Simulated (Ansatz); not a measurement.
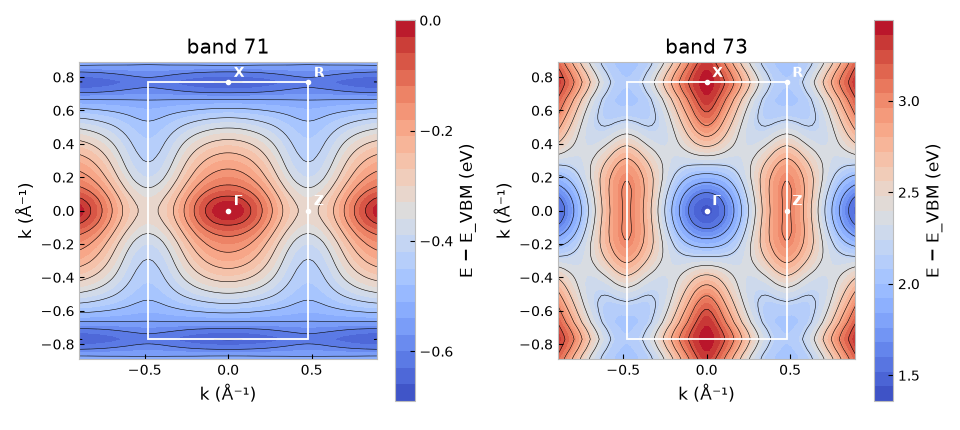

Two bands of CuI (P4/nmm) over the plane through Γ, Z and R: the highest mostly filled and the lowest mostly empty one.

Method: DFT PBE, spin-orbit coupling, plane waves, PAW; levels and slopes on a dense k mesh at the converged density in Ansatz. Non-magnetic. With an inversion centre and no moment every band is doubly degenerate; a pair is shown and named once. Mesh 16×16×10, interpolated with the band slopes. The geometry was not relaxed. The cell comes from a database of computed structures, not from a measurement.

> Give both levels and their distance at the named points.

| point | lower band (eV) | upper band (eV) | distance (eV) |
| --- | --- | --- | --- |
| Γ | 0.00 | 1.41 | 1.41 |
| Z | −0.31 | 3.02 | 3.34 |
| R | −0.62 | 2.09 | 2.71 |
| X | −0.67 | 3.41 | 4.07 |

> Where are the band edges of the whole zone?

The valence band has one maximum at Γ, principal masses 0.38, 0.38 and 1.16 mₑ; the conduction band has one minimum at Γ, principal masses 0.21, 0.21 and 0.23 mₑ. The gap is direct, 1.41 eV at this level of theory (semilocal functionals give gaps that are too small, and can reorder valleys that lie close).
